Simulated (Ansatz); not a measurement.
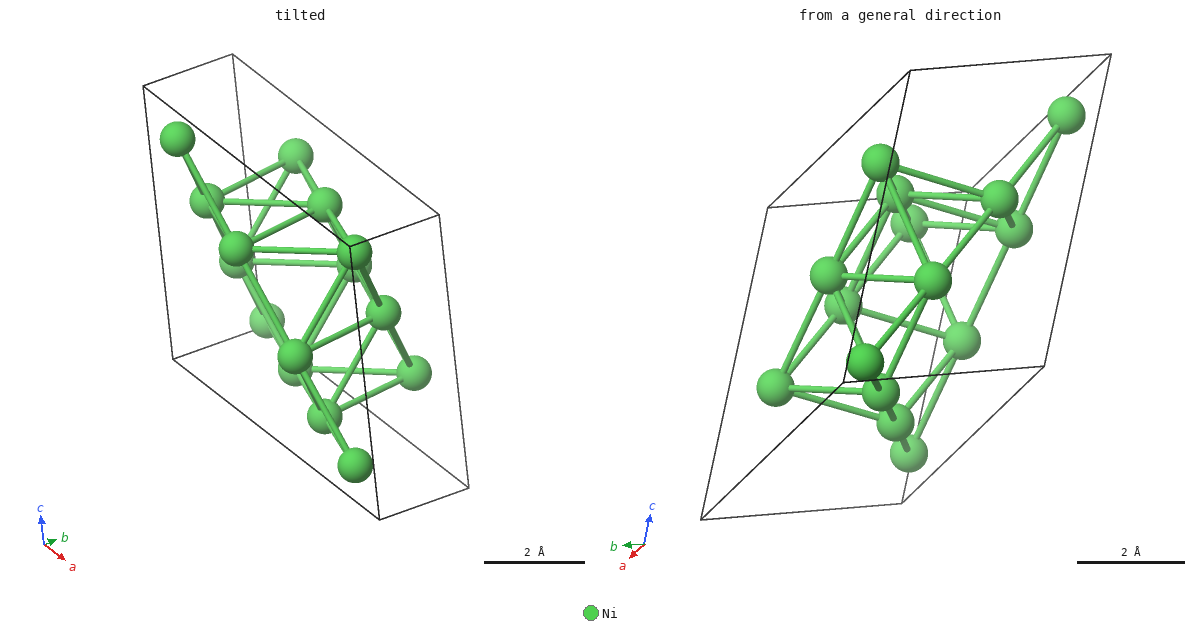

We look at a ball-and-stick model of the crystal slightly off an axis and from a general direction. The edges of the supercell are marked. The host is Ni, in a cell of 16 sites, and the cell is neutral.

**Which defect is modelled here, and what are its neighbours?**

A nickel vacancy. Around the empty site lie twelve Ni at about 2.5 Å.

Computational set-up: DFT PBE, scalar-relativistic, plane waves, PAW in Ansatz 0.2.0, 420 eV cutoff, k-mesh 5×5×5, Gaussian smearing of 0.1 eV, collinear spins.

**Is a magnetic moment found?**

Yes, 9.9 μB in the cell.

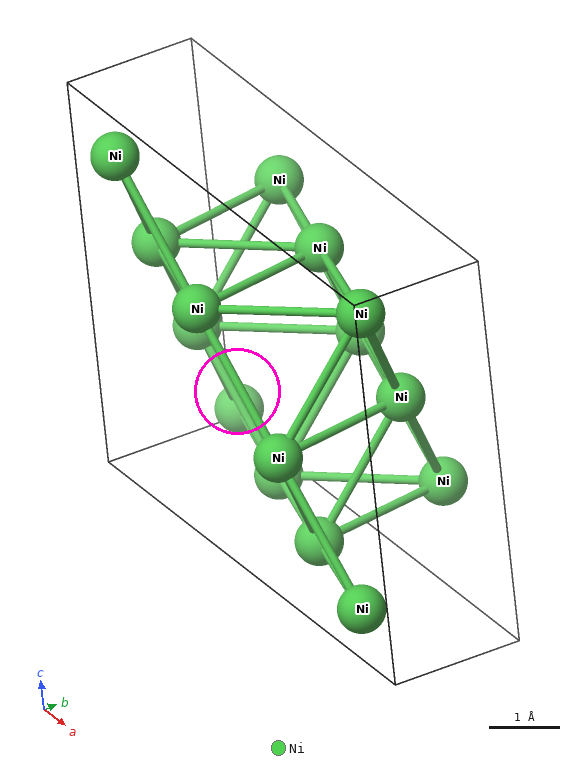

The same cell with a ring at the defect's site.

The atoms were relaxed in the host's cell with Ansatz 0.2.0, DFT PBE, scalar-relativistic, plane waves, PAW.
